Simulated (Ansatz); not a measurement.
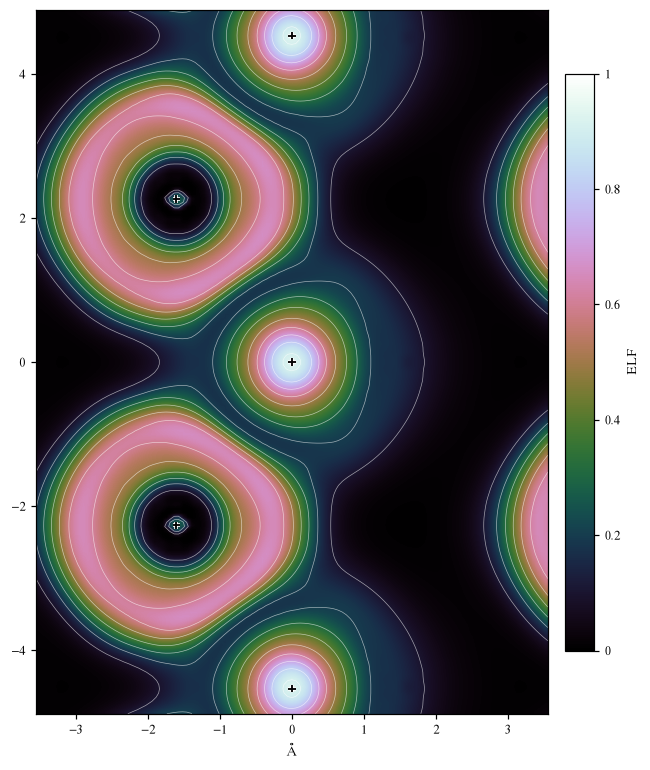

The ELF on a plane through atoms (crosses mark nuclei in the plane).

Method: DFT LDA, scalar-relativistic, plane waves, PAW in Ansatz 0.2.0.

Candidates:
A. ZnSe, a = 5.34 Å, b = 5.34 Å, c = 5.34 Å, α = 90.00°, β = 90.00°, γ = 90.00°. Space group F-43m; computed pressure about 12 GPa in this cell.
B. CdTe, a = 6.41 Å, b = 6.41 Å, c = 6.41 Å, α = 90.00°, β = 90.00°, γ = 90.00°. Space group F-43m.

Which candidate gave the map?

Answer. Candidate B: CdTe on the (101) plane of the conventional cell, which holds Cd and Te. Cd–Te (2.78 Å): the ELF is about 0.50 at the midpoint and 0.20 at its lowest between the atoms.
